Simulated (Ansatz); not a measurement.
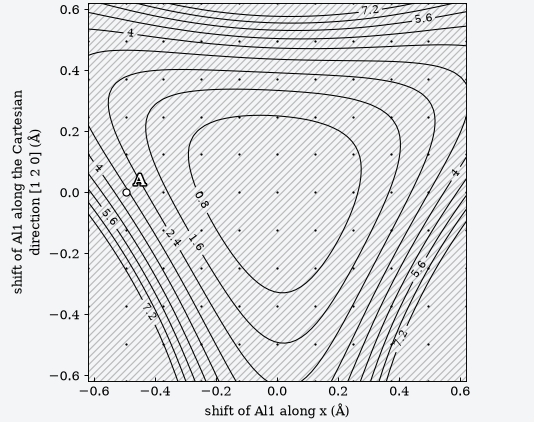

AlN (P6_3/mmc, No. 194; 8 atoms in the cell). One atom moved over a plane, all else fixed (x along [1 0 0], y along [1 2 0], z along [0 0 1] of the conventional cell). The first coordinate is: shift of Al1 along x; the second: shift of Al1 along the Cartesian direction [1 2 0]. Nothing is relaxed (all other atoms fixed). Grid: 11 × 11 points. At 4 points there is no value (left out of the scan, as a rule where atoms come close). Points are written as (first, second). Energies: eV per cell, counted from the lowest grid point. These are results of DFT LDA, scalar-relativistic, plane waves, PAW in Ansatz, not measurements. Settings: cutoff 420 eV, k-mesh 8×6×4 in the order of the run's cell vectors, gaussian smearing 0.05 eV, no spin polarisation.

In the figure: contour lines labelled in eV (none above 7.2), dots at the grid points, hatched blanks where no value was computed, the point A. Between grid points the surface is interpolated.

**Is A at rest? If not, where is it pushed?**

A, at (−0.496 Å, 0.000 Å), is not a stationary point. The computed force is 19 eV/Å in the plane, pointing up and right in the picture (components 16.2 and 10.3 eV/Å).

PAW datasets: the set soft_1.
